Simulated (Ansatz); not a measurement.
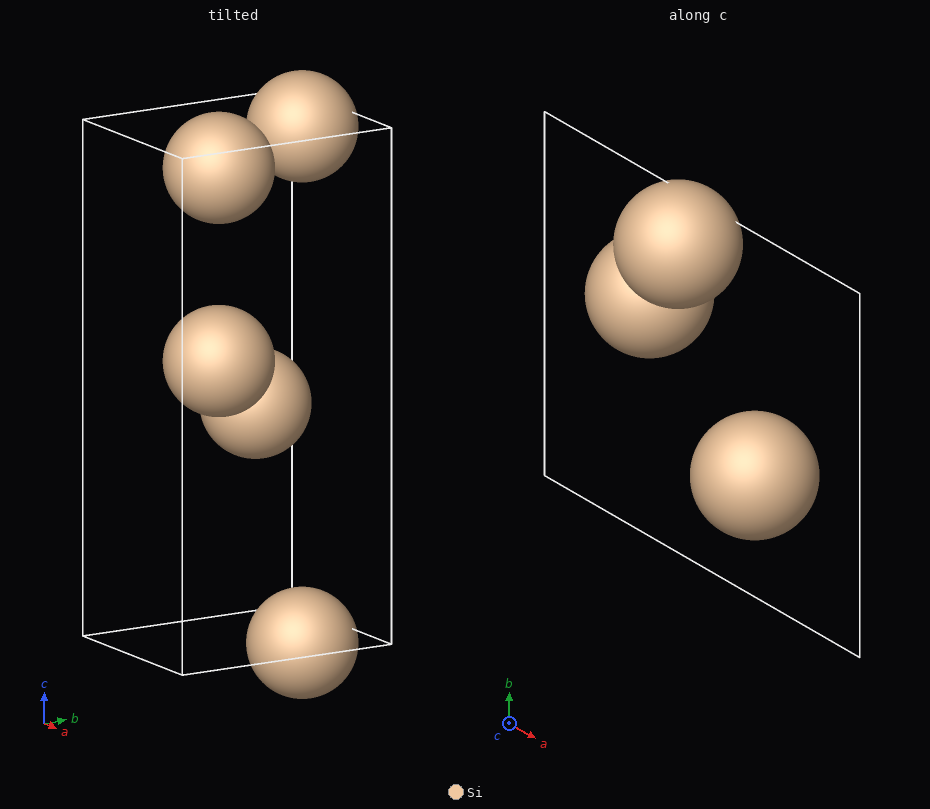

The image is a spheres-only drawing of a crystal, viewed slightly off an axis and along the c axis. The edges of the simulation cell are marked.

The calculation's input:
```yaml
crystal:
  lattice:
    - [3.8313174605, 0.0, 0.0]
    - [-1.9156587303, 3.3180182508, 0.0]
    - [0.0, 0.0, 6.3326220002]
  atoms:
    - { symbol: Si, position: [0.4237487492, 0.8474974984, -0.0317379837] }
    - { symbol: Si, position: [0.6666666667, 0.3333333333, 0.5630095] }
    - { symbol: Si, position: [0.3333333333, 0.6666666667, 0.4369905] }
    - { symbol: Si, position: [0.6666666667, 0.3333333333, 0.9369905] }
basis:
  ecutwfc: 420
kpoints:
  mp_grid: { grid: [12, 12, 6] }
hamiltonian:
  xc: lda
scf:
  occupations: { method: gaussian, width: 0.03 }
output:
  forces: true
  stress: true
  eigenvalues: true
```
Run as:
```sh
ansatz run input.yaml --threads 1 --pin off --max-ram 2560MiB --backend cpu --events-out ev --progress --plain --runs-dir out
```

The numbers come from Ansatz 0.2.0, DFT LDA, scalar-relativistic, plane waves, PAW, using a kinetic-energy cutoff of 420 eV, a 12×12×6 grid in reciprocal space, Gaussian smearing of 0.03 eV, no spin polarisation.

> Classify it as metallic or gapped, with the value.

A metal: bands cross the Fermi level.

> What pressure does the cell stand under at this volume?

The computed pressure is 22.6 GPa (compressed: it would expand). The stress isn't hydrostatic: its largest component is 77.7 GPa.

Provenance: a structure listed in the Materials Project. The cell was then strained or its atoms displaced on purpose. Ansatz was used for an electronic-structure calculation on it.

At this level of theory the cell isn't at rest (compressed, at 23 GPa and forces up to 27.8 eV/Å), so its distances can differ from those at equilibrium, the more so the softer the solid.
